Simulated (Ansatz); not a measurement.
# TiC: single-point calculation (part 1 of 2)

TiC (slab, 24 atoms in the cell), computed with DFT PBE+D3(BJ), scalar-relativistic, plane waves, PAW, no spin polarisation (Ansatz 0.2.0).

The structure derives from an entry of the Crystallography Open Database. It belongs to a series of runs on one base structure; here: the slab at its places in the relaxed adsorbed structure. Figures and captions count atoms from 1; the log counts them from 0 in places.

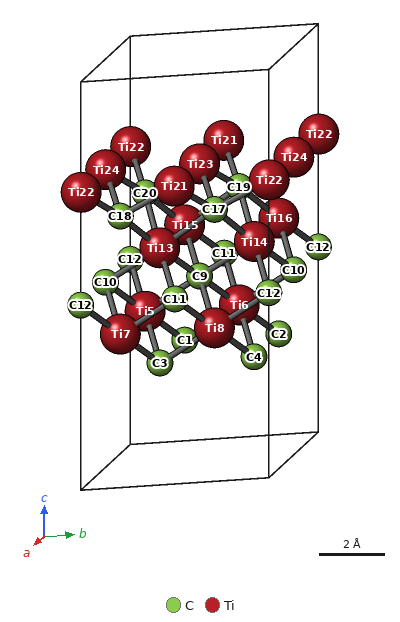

Fig. 1: The structure as given in the input (ball-and-stick view of the cell of the calculation, with the vacuum cut short, seen slightly off an axis; atoms are numbered from 1 in the order of the input). An atom can appear more than once, as a periodic image. Near neighbours in the periodic cell (some may lie outside the picture): C has 3 Ti at 2.15 Å; Ti has 6 C at 2.13 to 2.21 Å; C has 6 Ti at 2.04 to 2.21 Å; Ti has 3 C at 2.04 to 2.05 Å.

### The input
```yaml
crystal:
  lattice:
    - [6.0686302345, 0.0, 0.0]
    - [-3.0343151173, 5.2555879493, 0.0]
    - [0.0, 0.0, 26.4657697968]
  atoms:
    - { symbol: C, position: [0.1666666667, 0.3333333333, 0.3022772457] }
    - { symbol: C, position: [0.1666666667, 0.8333333333, 0.3022772457] }
    - { symbol: C, position: [0.6666666667, 0.3333333333, 0.3022772457] }
    - { symbol: C, position: [0.6666666667, 0.8333333333, 0.3022772457] }
    - { symbol: Ti, position: [0.3333333333, 0.1666666667, 0.3490831376] }
    - { symbol: Ti, position: [0.3333333333, 0.6666666667, 0.3490831376] }
    - { symbol: Ti, position: [0.8333333333, 0.1666666667, 0.3490831376] }
    - { symbol: Ti, position: [0.8333333333, 0.6666666667, 0.3490831376] }
    - { symbol: C, position: [0.5, 0.5, 0.3958890294] }
    - { symbol: C, position: [0.5, 0.0, 0.3958890294] }
    - { symbol: C, position: [0.0, 0.5, 0.3958890294] }
    - { symbol: C, position: [0.0, 0.0, 0.3958890294] }
    - { symbol: Ti, position: [0.6675310299, 0.3324437029, 0.4419149289] }
    - { symbol: Ti, position: [0.6675153701, 0.835080191, 0.4419254457] }
    - { symbol: Ti, position: [0.1649221326, 0.3324449555, 0.4419155419] }
    - { symbol: Ti, position: [0.1666812771, 0.833347668, 0.44248406] }
    - { symbol: C, position: [0.83363538, 0.6668385306, 0.4925883117] }
    - { symbol: C, position: [0.8333181746, 0.1666474434, 0.4920310445] }
    - { symbol: C, position: [0.3331973438, 0.6668532472, 0.4925633466] }
    - { symbol: C, position: [0.3331996986, 0.1663459342, 0.4925406521] }
    - { symbol: Ti, position: [-0.0016712029, 0.4965998245, 0.5325067041] }
    - { symbol: Ti, position: [-0.0016351829, 0.0017689721, 0.5325052361] }
    - { symbol: Ti, position: [0.4998926241, 0.4999103158, 0.5318173936] }
    - { symbol: Ti, position: [0.5034383997, 0.0017567939, 0.5325087908] }
basis:
  ecutwfc: 420
kpoints:
  mp_grid: { grid: [4, 4, 1] }
hamiltonian:
  xc: pbe
  dispersion: d3bj
scf:
  occupations: { method: gaussian, width: 0.1 }
output:
  forces: true
  eigenvalues: true
  write_density: true
  volumetric_format: npy
efield:
  axis: 3
  dipole_correction: true
  ramp_width: 0.04
```

Run on 4 threads of Arm Neoverse V1, 24 GiB of memory available, shared host.

Command:
```bash
ansatz run input.yaml --threads 4 --pin off --max-ram 10240MiB --backend cpu --events-out ev --progress --plain --runs-dir out
```

### Log
```
Engine: ansatz 0.2.0, aarch64-unknown-linux-gnu
Pseudopotentials: kind: paw
Pseudopotential: C, paw, valence charge 4, recommended cutoff 420 eV (normal), C.paw.azcp
Pseudopotential: Ti, paw, valence charge 12, recommended cutoff 420 eV (normal), Ti.paw.azcp
Functional definition: PBE
  parameter kappa = 0.804
  parameter beta = 0.06672455060314922
  exchange = pbe_x(kappa = kappa, mu = beta*pi^2/3)
  correlation = pbe_c(beta = beta)
Crystal: 24 atoms, lattice volume = 844.105 Å³
Basis set: ecut = 420 eV, 16547 PW (Γ), exchange–correlation on 90×90×360 points (8 copies of the dense FFT grid, shifted against one another)
Bands: 120, of which v1, the nominal top of the filled ones, is band 96 counted from 1 (95 counted from 0)
Symmetry: 1 space group operations
Space group: P1 (ITA 1), of the structure as read, at distance tolerance 9.5e-5 Å
k-points: 10 of 16 (time reversal used)
Non-local potential: C, projectors of the file, l = 0: 2, l = 1: 2, l = 2: 1
Non-local potential: Ti, projectors of the file, l = 0: 3, l = 1: 2, l = 2: 3, l = 3: 1
PAW form: soft (Blöchl's): semilocal exchange-correlation on the pseudo side does not see the compensation charge
PAW one-centre angular grid: C, 110 points (default); XC on 64 Gauss nodes
PAW one-centre angular grid: Ti, 590 points (default); XC on 64 Gauss nodes
Initial density: superposition of atomic densities (neutral atoms: chi_scale 0, normalization atom), corrected by the library's trained network
Initial wavefunctions: pseudopotential atomic-orbital guess
Functional: x = pbe(κ = 0.804, μ = 0.2195149727645171), c = pbe(β = 0.06672455060314922)
SCF iter   1: F=—  HF=-33012.285224 eV  |F-HF|=—  |Δ(HF+E_count)|=         —  Δρ=7.44e-3  dr2=8.19e0  ethr=1.77e-3  p=0.502 e·Å  D=1.08e-1 V/Å  ΔV_dip=-2.85 eV  dr2_dipole=2.90e0  V_vac-E_F(+/−)=4.19/7.04 eV  ⟨swp⟩=7.3  Hψ=5462  notcnv=0
efield: sawtooth ramp at fractional position 0.8974 (placed from the atoms, in the widest stretch of the axis that holds none; the zero of the levels goes with the place), width 0.0400; the density the first Hamiltonian is built on has a dipole p = 0.502 e·Å; the dipole correction subtracts the counter field D = 1.08e-1 V/Å, which shifts the + side's vacuum level by -2.85 eV against the − side's; the planar-averaged density in the ramp window peaks in size at 4.6e-6 e/Å³
preconditioner: auto → LDOS  [metal: Δε(μ)=0.028 eV  Ē_g=5.837 eV  σ=0.100 eV  W_gap=0.15  n_scr=136 (ndim 8)  ℏωp=12.5 eV  f_vac=0.632  D(μ)=21.52/eV (n_scr^D=138)  β→1.0]
SCF iter   2: F=—  HF=-33012.201428 eV  |F-HF|=—  |Δ(HF+E_count)|=   8.38e-2  Δρ=1.85e-3  dr2=1.25e-1  ethr=1.77e-3  p=0.403 e·Å  D=8.64e-2 V/Å  ΔV_dip=-2.29 eV  dr2_dipole=2.31e-2  V_vac-E_F(+/−)=4.46/6.74 eV  ⟨swp⟩=1.6  Hψ=1392  notcnv=0  defer=1
SCF iter   3: F=—  HF=-33012.201756 eV  |F-HF|=—  |Δ(HF+E_count)|=   3.28e-4  Δρ=8.98e-4  dr2=1.83e-2  ethr=6.49e-5  p=0.394 e·Å  D=8.45e-2 V/Å  ΔV_dip=-2.24 eV  dr2_dipole=3.52e-3  V_vac-E_F(+/−)=4.49/6.73 eV  ⟨swp⟩=2.0  Hψ=1543  notcnv=0  defer=78
SCF iter   4: F=—  HF=-33012.200284 eV  |F-HF|=—  |Δ(HF+E_count)|=   1.47e-3  Δρ=2.41e-4  dr2=8.23e-4  ethr=9.53e-6  p=0.390 e·Å  D=8.36e-2 V/Å  ΔV_dip=-2.21 eV  dr2_dipole=9.24e-5  V_vac-E_F(+/−)=4.52/6.73 eV  ⟨swp⟩=2.0  Hψ=1542  notcnv=0  defer=78
SCF iter   5: F=—  HF=-33012.200347 eV  |F-HF|=—  |Δ(HF+E_count)|=   6.21e-5  Δρ=1.60e-4  dr2=8.58e-4  ethr=4.29e-7  p=0.386 e·Å  D=8.27e-2 V/Å  ΔV_dip=-2.19 eV  dr2_dipole=1.33e-4  V_vac-E_F(+/−)=4.54/6.73 eV  ⟨swp⟩=3.0  Hψ=2145  notcnv=0  defer=78
SCF iter   6: F=—  HF=-33012.200328 eV  |F-HF|=—  |Δ(HF+E_count)|=   1.89e-5  Δρ=6.07e-5  dr2=1.19e-4  ethr=4.29e-7  p=0.384 e·Å  D=8.24e-2 V/Å  ΔV_dip=-2.18 eV  dr2_dipole=1.33e-5  V_vac-E_F(+/−)=4.55/6.73 eV  ⟨swp⟩=2.0  Hψ=1097  notcnv=0  defer=78
SCF iter   7: F=—  HF=-33012.200337 eV  |F-HF|=—  |Δ(HF+E_count)|=   9.09e-6  Δρ=1.86e-5  dr2=3.56e-6  ethr=6.21e-8  p=0.383 e·Å  D=8.21e-2 V/Å  ΔV_dip=-2.17 eV  dr2_dipole=8.34e-8  V_vac-E_F(+/−)=4.56/6.73 eV  ⟨swp⟩=2.0  Hψ=1436  notcnv=0  defer=78
SCF iter   8: F=—  HF=-33012.200426 eV  |F-HF|=—  |Δ(HF+E_count)|=   8.91e-5  Δρ=1.28e-5  dr2=1.48e-6  ethr=1.86e-9  p=0.383 e·Å  D=8.21e-2 V/Å  ΔV_dip=-2.17 eV  dr2_dipole=1.68e-9  V_vac-E_F(+/−)=4.56/6.73 eV  ⟨swp⟩=2.4  Hψ=1854  notcnv=0  defer=41
SCF iter   9: F=—  HF=-33012.200426 eV  |F-HF|=—  |Δ(HF+E_count)|=   4.37e-8  Δρ=2.99e-6  dr2=1.03e-7  ethr=7.69e-10  p=0.383 e·Å  D=8.21e-2 V/Å  ΔV_dip=-2.17 eV  dr2_dipole=2.88e-10  V_vac-E_F(+/−)=4.56/6.73 eV  ⟨swp⟩=2.0  Hψ=1839  notcnv=0  defer=38
SCF iter  10: F=-33012.200426 eV  HF=-33012.200426 eV  |F-HF|=2.98e-8  |Δ(HF+E_count)|=   4.57e-8  Δρ=7.80e-7  dr2=8.54e-9  ethr=5.21e-11  p=0.383 e·Å  D=8.21e-2 V/Å  ΔV_dip=-2.17 eV  dr2_dipole=5.19e-10  V_vac-E_F(+/−)=4.56/6.73 eV  ⟨swp⟩=15.3  Hψ=5570  notcnv=0
SCF 1 converged in 10 iterations: F = -33012.200426 eV  dr2 = 8.54e-9
  greatest PAW one-centre occupation: 0.999 electrons in one spin orbital (limit 2), on the Ti atom at site 15 (counted from 0), in its partial waves of l = 0
```

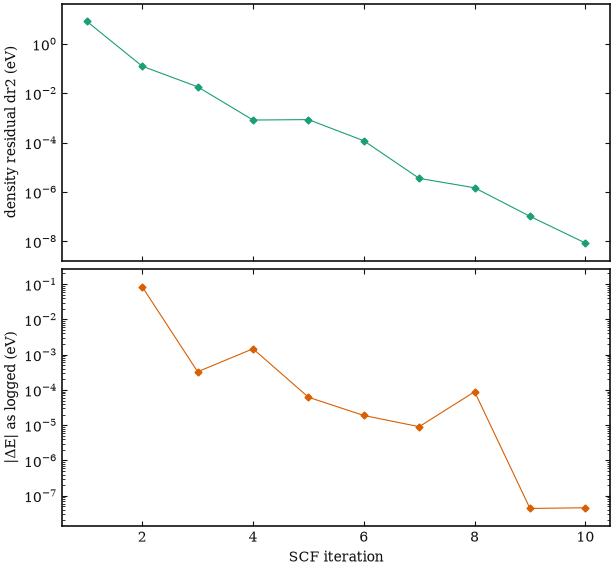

Fig. 2: Convergence of the self-consistent field: density residual dr2 and size of the energy change against the SCF iteration. The residual falls almost steadily, with no more than small rises.

```
SCF converged after 10 iterations
Free energy (F): -33012.200426 eV
Harris-Foulkes:  -33012.200426 eV  (|F-HF|=2.98e-8)
Internal energy: -33012.091631 eV  (E = F + TS)
E sigma→0 (E₀):  -33012.146028 eV
Entropy (-TS):   -0.108795 eV (-4.533 meV/atom)
Fermi energy:    0.345746 eV
Dipole field:    D = 0.082119 V/Å  (p = 0.383069 e·Å, saw-weighted, corrected)
Work function:   Φ+ = 4.5614 eV   Φ− = 6.7347 eV
Levels:          The Fermi level and band energies are counted from a zero that moves with the ramp; work functions are not
--- Per-component energies (eV) ---
  E_band       = -4066.547192
  E_kinetic    = 4322.866032
  E_local      = -252150.465110  (includes V_loc(G=0)·N_el)
  E_nonlocal   = 402.799118
  E_hartree    = 123829.373587
  E_xc         = -1751.471372
  E_vxc        = -2185.138904  (∫ρ·V_xc dr)
  E_paw        = -13747.160585  (= ΣΔE_a)
  E_vpaw       = -2110.090405  (= ΣTr[D̂ρ^β])
  E_aug_tail   = 0.001625  (compensation charges beyond the density's cutoff)
  E_efield     = 0.015729  (sawtooth field / dipole correction)
  E_vefield    = -5.265011  (∫n·V_field dr)
  E_ewald      = 106089.857076
  E_disp       = -7.907730  (pairwise vdW)
  E_smearing   = -0.108795  (= −TS)
  E_closure    = -0.000000  (closes the sum)
  Σ components = -33012.200426   (vs F -33012.200426, Δ=0.00e0)
--- Forces (eV/Å), atoms counted from 1 ---
  atom   1  C     -0.00487874    -0.00287816     0.68905362
  atom   2  C      0.00008841     0.00011770     0.69917905
  atom   3  C      0.00492952    -0.00301165     0.68904175
  atom   4  C     -0.00010972     0.00582344     0.68924655
  atom   5  Ti    -0.00016137    -0.00058452    -0.55810915
  atom   6  Ti    -0.00033927     0.00026946    -0.55756348
  atom   7  Ti     0.00011285    -0.00033229    -0.63519733
  atom   8  Ti     0.00033033     0.00053776    -0.55685510
  atom   9  C      0.00025450     0.00044218    -0.13232784
  atom  10  C     -0.01848101    -0.01104066    -0.13385855
  atom  11  C     -0.00009838     0.02153052    -0.13389851
  atom  12  C      0.01803691    -0.01145074    -0.13359692
  atom  13  Ti    -0.16275151     0.09646620    -0.05121157
  atom  14  Ti     0.00273600    -0.18885216    -0.05498335
  atom  15  Ti     0.16185841     0.09545073    -0.05326998
  atom  16  Ti    -0.00107692    -0.00155607    -0.16489548
  atom  17  C      0.02213048     0.01121313     0.12528601
  atom  18  C      0.00095227     0.00225981     0.04895929
  atom  19  C     -0.02191954     0.01118662     0.12928617
  atom  20  C     -0.00161850    -0.02448207     0.13238376
  atom  21  Ti    -0.00076693     0.21296241    -0.03997469
  atom  22  Ti     0.18444312    -0.10819644    -0.03992498
  atom  23  Ti     0.00290713     0.00302580     0.08482961
  atom  24  Ti    -0.18657679    -0.10890170    -0.04171502
  max |Σ_I F_I| component: 1.16e-4 eV/Å
--- Band table (eV; the first three rows and the last of 10) ---
```
